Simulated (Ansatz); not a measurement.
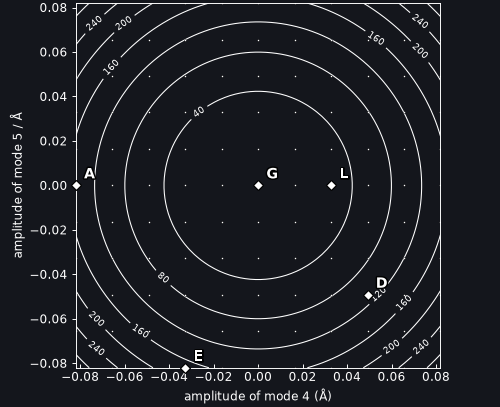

Ge (Fd-3m, No. 227; 2 atoms in the cell). The energy is mapped over two normal modes frozen in (zone-centre modes of the 2-atom cell of this scan). First axis: amplitude of mode 4 (289 cm⁻¹), largest displacement. Second axis: amplitude of mode 5 (289 cm⁻¹), largest displacement. Nothing is relaxed (the cell and all other modes fixed). Grid: 11 × 11 points; 21 points were computed and 100 follow by symmetry. Points are written as (first, second). Energies: meV per cell, counted from the lowest grid point. These are results of Ansatz, DFT LDA, scalar-relativistic, plane waves, PAW, not measurements. Settings: cutoff 420 eV, k-mesh 14×14×14, gaussian smearing 0.15 eV, no spin polarisation.

In the figure: contour lines labelled in meV, dots at the grid points, lettered points. Between grid points the surface is interpolated.

Q: Is A the lowest point of the computed grid?

A: No. A lies 149 meV above the lowest grid point, which is at (0.000 Å, 0.000 Å).

Q: What kind of point is each of D, G, L: minimum, saddle, maximum or slope?

A: D: on a slope; G: minimum; L: on a slope. (In these two coordinates alone; a stationary point may lie a little off the grid point.)

PAW datasets: the set soft_1.
